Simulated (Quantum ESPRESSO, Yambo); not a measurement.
# P (puckered monolayer): G0W0 on several meshes in Yambo, part 2 of 2

Aim: the GW shift of P (puckered monolayer) against the k mesh.

Quantum ESPRESSO 7.5 and Yambo 5.3.0; PBE and many-body steps on it, plane waves. Known limits of the many-body steps: not at the basis limit.

So far. Step 4 (4×6×1): The gap on the mesh goes from 0.91 eV to 2.01 eV, a correction of +1.10 eV. Step 5 (Empty states on the mesh, 4×4×1 mesh, 142 bands): On this mesh the gap is 0.907 eV.

## 7. 4×4×1

This step: G0W0 on PBE, plane waves, norm-conserving pseudopotentials.

File gw11.in:

```
HF_and_locXC
gw0
dyson
ppa
em1d
rim_cut
rim_w
RandQpts= 3000000
RandGvec= 100 RL
CUTGeo= "slab z"
RandGvecW= 9 RL
EXXRLvcs= 36 Ry
VXCRLvcs= 144 Ry
Chimod= "HARTREE"
% BndsRnXp
 1 | 142 |
%
NGsBlkXp= 9.5 Ry
% LongDrXp
 1 | 1 | 0 |
%
% GbndRnge
 1 | 142 |
%
DysSolver= "n"
ExtendOut
PPAPntXp= 27.21138 eV
% QPkrange
 1 | 1 | 9 | 12 |
%
```

Run with:

```sh
$ OMP_NUM_THREADS=1 mpirun -n 4 yambo -F gw11.in -J gw11 -C gw11 > gw11.log
```

The log of the run:

```text
 Yambo, version 5.3.0

 [02] CORE Variables Setup
 =========================

  [... cell, symmetries and grids as in the set-up ...]

  [02.05] Energies & Occupations
  ==============================

  [X] === General ===
  [X] Electronic Temperature                        :  0.000000  0.000000 [eV K]
  [X] Bosonic    Temperature                        :  0.000000  0.000000 [eV K]
  [X] Finite Temperature mode                       : no
  [X] El. density                                   :  0.93452E+23 [cm-3]
  [X] Fermi Level                                   : -0.736863 [eV]

  [X] === Gaps and Widths ===
  [X] Conduction Band Min                           :  0.906761 [eV]
  [X] Valence Band Max                              :  0.000000 [eV]
  [X] Filled Bands                                  :  10
  [X] Empty Bands                                   :   11  142
  [X] Direct Gap                                    :  0.906761 [eV]
  [X] Direct Gap localized at k                     :  1
  [X] Indirect Gap                                  :  0.906761 [eV]
  [X] Indirect Gap between kpts                     :  1  1
  [X] Last valence band width                       :  1.927019 [eV]
  [X] 1st conduction band width                     :  1.801079 [eV]

 [03] Transferred momenta grid and indexing
 ==========================================

 IBZ Q-points                                      :   9
 BZ  Q-points                                      :  16

 K/Q-points units:
 rlu = crystal or reduced units; cc = cartesian coordinates; iku = interal k-units

 Q [1]          [rlu]:  0.000000  0.000000  0.000000
 Q [2]          [rlu]:  0.000000  0.250000  0.000000
 Q [3]          [rlu]:  0.000000 -0.500000  0.000000
[...]
8 x (sBL volume)        :  0.085876 [a.u.]
  sBZ random points       :  3000000
  Points outside the sBZ  :  24001885
  RL volume               :  0.171753 [a.u.]
  Integrated volume       :  0.171739 [a.u.]

  [09.03] RIM integrals
  =====================

  Comparison between head Wc = W - v averages: < Wc > [au] RIM-W/RIM

   < -Wc [Q = 1] > 0.514432E-1 0.790779E-4 * < -Wc [Q = 2] > 0.004901 0.004618
   < -Wc [Q = 3] > 0.764339E-3 0.743053E-3 * < -Wc [Q = 4] > 0.008528 0.008499
   < -Wc [Q = 5] > 0.002771 0.002585 * < -Wc [Q = 6] > 0.629182E-3 0.612093E-3
   < -Wc [Q = 7] > 0.001726 0.001708 * < -Wc [Q = 8] > 0.001037 0.001007
   < -Wc [Q = 9] > 0.396189E-3 0.385635E-3

  Comparison between head Wc = W - v averages: < Wc > [au] RIM-W/RIM

   < -Wc [G = 1,G`=0] > 0.514432E-1 0.790779E-4 * < -Wc [G = 2,G`=0] >-0.002286 0.000000
   < -Wc [G = 3,G`=0] >-0.002286 0.000000 * < -Wc [G = 4,G`=0] > 0.453749E-4  0.00000
   < -Wc [G = 5,G`=0] > 0.453749E-4  0.00000 * < -Wc [G = 6,G`=0] > 0.139942E-3  0.00000
   < -Wc [G = 7,G`=0] > 0.139942E-3  0.00000 * < -Wc [G = 8,G`=0] >-0.49091E-10  0.0000
   < -Wc [G = 9,G`=0] >-0.47984E-10  0.0000

 [10] G0W0 (W PPA)
 =================

 [  GW  ] Bands range     :    1  142
 [GW/PPA] G damping       :  0.100000 [eV]

 QP @ state[ 1 ] K range:  1  1
 QP @ state[ 1 ] b range:   9  12

  Sc/G bands                                       :    1  142
  Sc/G damping                                     :  0.100000 ev
  Sc bands terminator                              : no
  Sx RL components                                 :   5277

  QP @ state[ 1 ] K range                          :  1  1
  QP @ state[ 1 ] b range                          :   9  12
  GF energies kind                                 : Perdew, Burke & Ernzerhof(X)+Perdew, Burke & Ernzerhof(C)
  GF WF`s kind                                     : Perdew, Burke & Ernzerhof(X)+Perdew, Burke & Ernzerhof(C)
  Xs energies kind                                 : Perdew, Burke & Ernzerhof(X)+Perdew, Burke & Ernzerhof(C)
  Xs WF`s kind                                     : Perdew, Burke & Ernzerhof(X)+Perdew, Burke & Ernzerhof(C)

 [14] Game Over & Game summary
```

Run time: 3 min. Hardware: 4 MPI ranks of Arm Neoverse V1, shared host; peak memory 2.2 GiB.

Numbers from this step:

- G0W0 gap on the points computed: 1.976 eV
- starting gap on the mesh: 0.9068 eV
- k of the valence top: 0, 0, 0
- k of the conduction bottom: 0, 0, 0
- least direct G0W0 gap on the computed points: 1.976 eV
- Z at the valence top: 0.7058
- Z at the conduction bottom: 0.7140

Against G0W0 in Yambo (4×6×1 mesh, 142 bands, screening to 129.3 eV, Godby-Needs plasmon pole), the gap moves by −0.032 eV.

## 8. Empty states on the mesh, 6×8×1 mesh, 142 bands

This step: Quantum ESPRESSO 7.5; DFT, PBE, plane waves, norm-conserving pseudopotentials.

File pw.in:

```
&control
  calculation = 'nscf'
  prefix = 'x'
  outdir = 'o'
  pseudo_dir = 'pseudo'
/
&system
  ibrav = 0
  nat = 4
  ntyp = 1
  ecutwfc = 36.0
  nbnd = 142
  force_symmorphic = .true.
/
&electrons
  conv_thr = 1e-9
  electron_maxstep = 80
  diago_full_acc = .true.
  diago_thr_init = 5e-6
/
ATOMIC_SPECIES
  P 30.974 P.upf
CELL_PARAMETERS angstrom
  4.6261974460 0.0000000000 0.0000000000
  0.0000000000 3.3043566150 0.0000000000
  0.0000000000 0.0000000000 14.0000000000
ATOMIC_POSITIONS crystal
  P 0.0887347685 0.0000000000 0.5752704305
  P 0.4112652315 0.5000000000 0.5752704305
  P 0.5887347685 0.5000000000 0.4247295489
  P 0.9112652315 0.0000000000 0.4247295489
K_POINTS automatic
  6 8 1 0 0 0
```

Run with:

```sh
$ OMP_NUM_THREADS=1 mpirun -n 4 pw.x -nk 4 -in pw.in > pw.out
```

The log of the run:

```text
[banner, memory and clock lines left out]
Program PWSCF v.7.5 starts

     Atomic positions and unit cell read from directory:
     o/x.save/

     Message from routine setup:
     using ibrav=0 with symmetry is DISCOURAGED, use correct ibrav instead

     G-vector sticks info

     bravais-lattice index     =            0
     lattice parameter (alat)  =       8.7422  a.u.
     unit-cell volume          =    1444.2278 (a.u.)^3
     number of atoms/cell      =            4
     number of atomic types    =            1
     number of electrons       =        20.00
[...]
[... 6 further rows ...]
[...]
38.5500  38.5887  38.7655  39.6245  40.1093  40.1475

          k = 0.0000 0.3500 0.0000 (  5248 PWs)   bands (ev):

[...]
23.6385  23.8859  24.0237  24.1126  24.8648  24.9332  25.2613  25.3945
     [... 6 further rows ...]
    36.7045  37.1091  37.6686  37.6922  38.0165  38.2398  38.4026  38.6110
    38.9302  39.1522  39.2821  39.3104  39.3636  39.5059

          k = 0.0000 0.5250 0.0000 (  5304 PWs)   bands (ev):

     [... further k-points ...]

     highest occupied, lowest unoccupied level (ev):    -0.7369    0.1699

     XML data file, pseudopotentials, collected wavefunctions
```

Run time: 39 s. Hardware: 4 MPI ranks; peak memory 0.47 GiB.

This step gave:

```
gap                                                           : 0.9068 eV
k of the valence top                                          : 0, 0, 0
k of the conduction bottom                                    : 0, 0, 0
least direct gap                                              : 0.9068 eV
k points computed                                             : 20
lowest point of the top converged band, above the valence top : 39.87 eV
```

On this mesh the gap is 0.907 eV.

## 9. Conversion and set-up

This step: Yambo 5.3.0; conversion and set-up on PBE, plane waves, norm-conserving pseudopotentials.

Run with:

```sh
$ (cd o/x.save; p2y > p2y.log; mv SAVE ../..); yambo > setup.log
```

The log of the run:

```text
 Yambo, version 5.3.0

 [02] CORE Variables Setup
 =========================

  [02.01] Unit cells
  ==================

  Cell kind             :  Unknown
  Atoms in the cell     :  P
  number of P  atoms    :   4

  List of atomic masses
  Mass of P     :  30.97400

  List of atomic coordinates    : [cc]
  P1       :   0.77574   0.00000  15.21945  order 1
  P2       :   3.59538   3.12216  15.21945  order 2
  P3       :   5.14686   3.12216  11.23672  order 3
  P4       :   7.96650   0.00000  11.23672  order 4

  Alat factors          :   8.74225   6.24433  26.45617 [a.u.]
[...]
K/Q-points units:
 rlu = crystal or reduced units; cc = cartesian coordinates; iku = interal k-units

 Q [ 1]         [rlu]:  0.000000  0.000000  0.000000
 Q [ 2]         [rlu]:  0.000000  0.125000  0.000000
 Q [ 3]         [rlu]:  0.000000  0.250000  0.000000
[...]
Q [ 8]         [rlu]:  0.166667  0.250000  0.000000
 Q [ 9]         [rlu]:  0.166667  0.375000  0.000000
 Q [10]         [rlu]:  0.166667 -0.500000  0.000000
     [... 8 further rows ...]
 Q [19]         [rlu]: -0.500000  0.375000  0.000000
 Q [20]         [rlu]: -0.500000 -0.500000  0.000000

  [03.01] X indexes
  =================

   [03.01.01] Sigma indexes
   ========================

 [06] Game Over & Game summary
```

Elapsed: 2.1 s, on 1 MPI rank; peak memory 0.25 GiB.

## 10. 6×8×1

This step: G0W0 on PBE, plane waves, norm-conserving pseudopotentials.

gw12.in is the same as gw11.in of step 7.

Run with:

```sh
$ OMP_NUM_THREADS=1 mpirun -n 4 yambo -F gw12.in -J gw12 -C gw12 > gw12.log
```

The log of the run:

```text
 Yambo, version 5.3.0

 [02] CORE Variables Setup
 =========================

  [... cell, symmetries and grids as in the set-up ...]

  [02.05] Energies & Occupations
  ==============================

  [X] === General ===
  [X] Electronic Temperature                        :  0.000000  0.000000 [eV K]
  [X] Bosonic    Temperature                        :  0.000000  0.000000 [eV K]
  [X] Finite Temperature mode                       : no
  [X] El. density                                   :  0.93452E+23 [cm-3]
[...]
Sc bands terminator                              : no
  Sx RL components                                 :   5277

  QP @ state[ 1 ] K range                          :  1  1
  QP @ state[ 1 ] b range                          :   9  12
  GF energies kind                                 : Perdew, Burke & Ernzerhof(X)+Perdew, Burke & Ernzerhof(C)
  GF WF`s kind                                     : Perdew, Burke & Ernzerhof(X)+Perdew, Burke & Ernzerhof(C)
  Xs energies kind                                 : Perdew, Burke & Ernzerhof(X)+Perdew, Burke & Ernzerhof(C)
  Xs WF`s kind                                     : Perdew, Burke & Ernzerhof(X)+Perdew, Burke & Ernzerhof(C)

 [14] Game Over & Game summary
```

Elapsed: 15 min, on 4 MPI ranks; peak memory 2.5 GiB.

Numbers from this step:

| Item | Value |
| --- | --- |
| G0W0 gap on the points computed | 2.009 eV |
| starting gap on the mesh | 0.9068 eV |
| k of the valence top | 0, 0, 0 |
| k of the conduction bottom | 0, 0, 0 |
| least direct G0W0 gap on the computed points | 2.009 eV |

Against G0W0 in Yambo (4×6×1 mesh, 142 bands, screening to 129.3 eV, Godby-Needs plasmon pole), the gap moves by +0.0004 eV.

## 11. The runs together

Times are wall times on 4 MPI ranks of Arm Neoverse V1, shared host, good to a factor of about two.

```csv
run,mesh,bands,screening cutoff (eV),DFT gap (eV),gap on the mesh (eV),direct (eV),time
4×6×1,4×6×1,142,129.3,0.907,2.009,2.009,4.9 min
4×4×1,4×4×1,142,129.3,0.907,1.976,1.976,3 min
6×8×1,6×8×1,142,129.3,0.907,2.009,2.009,15 min
```

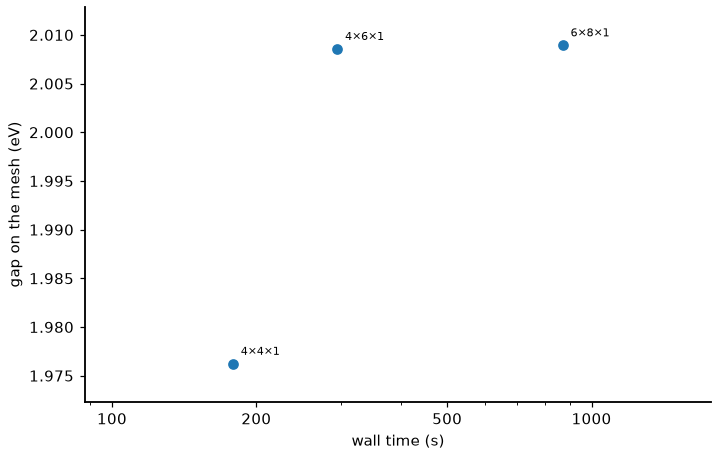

Result against wall time.

## 12. What came out

```json
{
 "4×6×1": "2.009 eV",
 "4×4×1": "1.976 eV",
 "6×8×1": "2.009 eV",
 "known limits": "not at the basis limit"
}
```

4×4×1: −0.032 eV against 4×6×1. 6×8×1: no change against 4×6×1. Bands and cutoff are finite, so the gap is not at the basis limit. The miss can reach some tenths of an eV and take either sign; the mesh is an error of its own. In the G0W0 runs levels were corrected at 1 k point alone, so a gap called «on the mesh» is the least over those, and an edge elsewhere would be missed.

[Paths, hosts, dates, memory and timing lines, banners, echoed tables and standing remarks are left out of the program output.]

[Logs are printed without paths, hosts, clocks, repeated set-up lines and the standing remarks that a program may print on its own settings, such as how far it seeks lower states.]

[Runs of the session that timed out or met a known fault of the program may be left out.]

[Hosts, paths, dates, database ids (printed as entryN), source tags and the programs' standing remarks are cut or masked in the printed files.]
